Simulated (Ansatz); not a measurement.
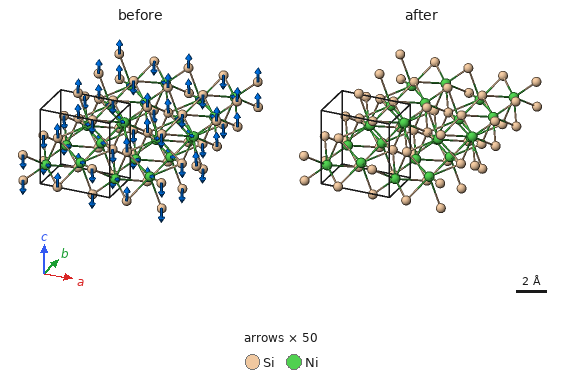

The structure of crystalline SiNi (set up in Pnma) before (left) and after (right) a relaxation, at one scale. The blue arrows give the displacements (the part carried along by the change of the cell is left out), 50 times their true length.

Style: ball-and-stick. Shown: the cell of the calculation, repeated 2 × 3 × 1 with one cell outlined, from a free direction.

Method: DFT PBEsol, scalar-relativistic, plane waves, PAW (Ansatz 0.2.0).

The input:
```yaml
crystal:
  lattice:
    - [5.1731, 0.0, 0.0]
    - [0.0, 3.3381, 0.0]
    - [0.0, 0.0, 5.6049]
  atoms:
    - { symbol: Si, position: [0.32128, 0.75, 0.0825] }
    - { symbol: Si, position: [0.17872, 0.25, 0.5825] }
    - { symbol: Si, position: [0.82128, 0.75, 0.4175] }
    - { symbol: Si, position: [0.67872, 0.25, 0.9175] }
    - { symbol: Ni, position: [0.00779, 0.25, 0.18752] }
    - { symbol: Ni, position: [0.49221, 0.75, 0.68752] }
    - { symbol: Ni, position: [0.50779, 0.25, 0.31248] }
    - { symbol: Ni, position: [0.99221, 0.75, 0.81248] }
basis:
  ecutwfc: 420
kpoints:
  mp_grid: { grid: [8, 10, 6] }
hamiltonian:
  xc: pbesol
scf:
  occupations: { method: gaussian, width: 0.1 }
output:
  forces: true
  stress: true
  eigenvalues: true
relax:
  adjacent_minimum: "off"
  f_tol: 0.005
  max_steps: 80
  cell: { stress_tol: 0.05 }
```

Run as
```bash
ansatz run input.yaml --threads 2 --pin off --max-ram 5120MiB --backend cpu --events-out ev --progress --plain --runs-dir out
```

Question: Summarise the run.

Answer: The energy falls by 38.5 meV per cell of the calculation in 4 accepted moves (5 points after the start). Largest force component: 0.058 eV/Å at the start, 0.0033 eV/Å at the end. The pressure goes from −4.31 to 0.01 GPa. The SCF was repeated once at an unchanged geometry on a basis and grid sized afresh for the cell, which shifted the energy by 0.7 meV per cell of the calculation at most. The largest moves relative to the cell, 0.022 Å, are those of Si1, Si2, Si3 and Si4. Si2 goes along +c. By element the largest moves are Si 0.022 Å, Ni 0.008 Å. Cell: a 5.173 → 5.088 Å (−1.6 %), b 3.338 → 3.358 Å (+0.6 %), c 5.605 → 5.528 Å (−1.4 %). Volume −2.4 %. Some distances before and after: Si1–Ni5 2.400 → 2.377 Å, Si1–Ni7 2.319 → 2.301 Å, Si1–Ni6 2.384 → 2.369 Å, Si1–Ni8 2.278 → 2.264 Å. The space group stays Pnma (No. 62). Cost: 62 s on 2 threads of Intel(R) Xeon(R) 6975P-C (Granite Rapids) (shared host), peak memory 0.74 GiB.

Limits of the set-up: an element that often carries a moment was run without spin polarisation.
